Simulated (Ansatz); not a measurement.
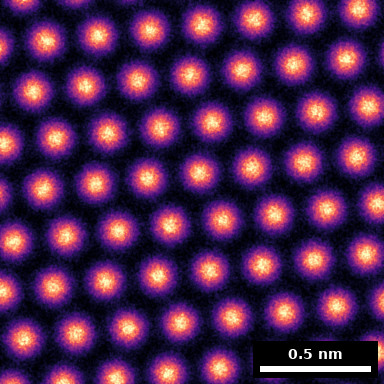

Dark-field STEM-like image of Ir (P6_3/mmc, No. 194). Simulation: incoherent imaging, intensity Z^1.7 per atom, probe width 1.12 Å, thin sample. The probe carries 15 % of its weight in a tail 2.5 times as wide. Shot noise was added. Structure used: the geometry relaxed with Ansatz, DFT, RPBE, plane waves (420 eV) with PAW, scalar-relativistic; the starting structure was generated, so it need not be a known form of this composition.

```
Ir
1.0
     2.75991    0.00000    0.00000
    -1.37996    2.39015    0.00000
     0.00000    0.00000    4.47534
Ir
2
Direct
  0.33333 0.66667 0.25000
  0.66667 0.33333 0.75000
```

Which beam direction gives this image, [310], [311], [100] or [210]? (Directions equivalent by symmetry count as one.)

Answer. [100]. The projected cells are 0.90 × 4.48 Å, 90° for [310]; 1.63 × 2.11 Å, 92° for [311]; 2.39 × 4.48 Å, 90° for [100]; 1.38 × 2.24 Å, 90° for [210], and the image repeats as the [100] one does.
